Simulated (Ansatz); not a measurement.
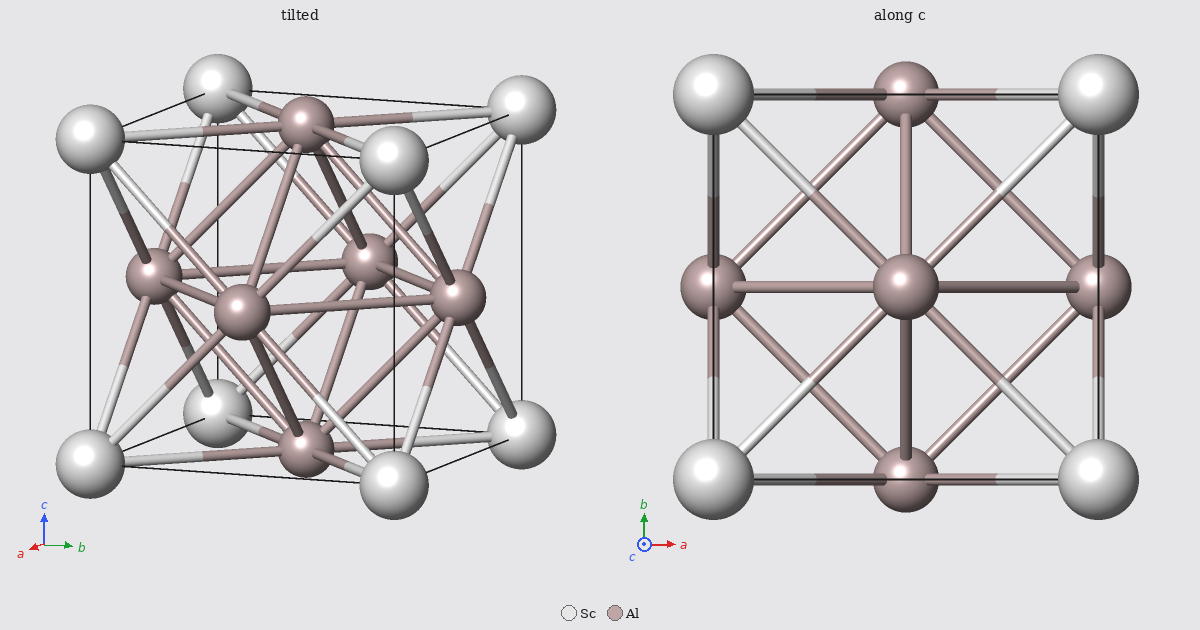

The image is a ball-and-stick drawing of a crystal, viewed slightly off an axis and along the c axis. Lines trace the edges of the conventional unit cell. Cell: a = 4.11 Å, b = 4.11 Å, c = 4.11 Å, α = 90.00°, β = 90.00°, γ = 90.00°.

Origin of the cell: a structure listed in the Materials Project. Earlier steps of the study may have refined or changed the cell and positions. Ansatz was used for an electronic-structure calculation on it.

> What can be read from this drawing?

Formula: ScAl3. It takes space group Pm-3m (No. 221) on a primitive cubic lattice. The structure is of the kind named Cu₃Au (L1₂) type. Counting shared atoms by their share gives 1 Sc, 3 Al, or 4 atoms. Counting contacts within bonding distance, the coordination numbers are Sc 12 and Al 12.

Method used: Ansatz, DFT PBE, scalar-relativistic, plane waves, PAW. It ran with plane-wave cutoff 420 eV, a 10×10×10 k-point mesh, Gaussian smearing of 0.1 eV, no spin polarisation.

> What does the calculation say: metal or gapped?

A metal: bands cross the Fermi level.

> Give the Bader charge of each element.

Sc +1.16 e; Al -0.39 e.

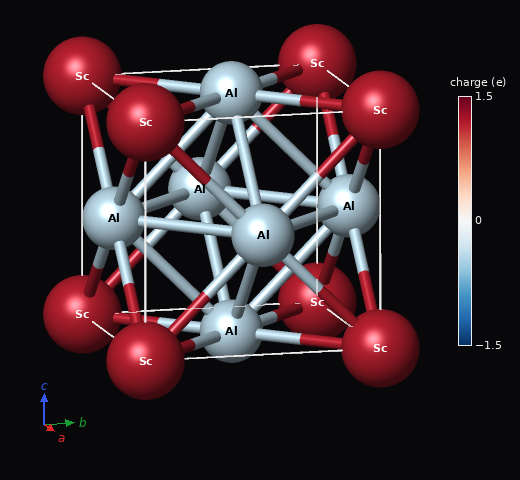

The atoms coloured by those charges. The run's cell of 4 atoms is drawn.

> Does the calculation find this structure at rest?

Yes. All forces vanish to within 0.01 eV/Å. The pressure is 0.0 GPa, close to zero.
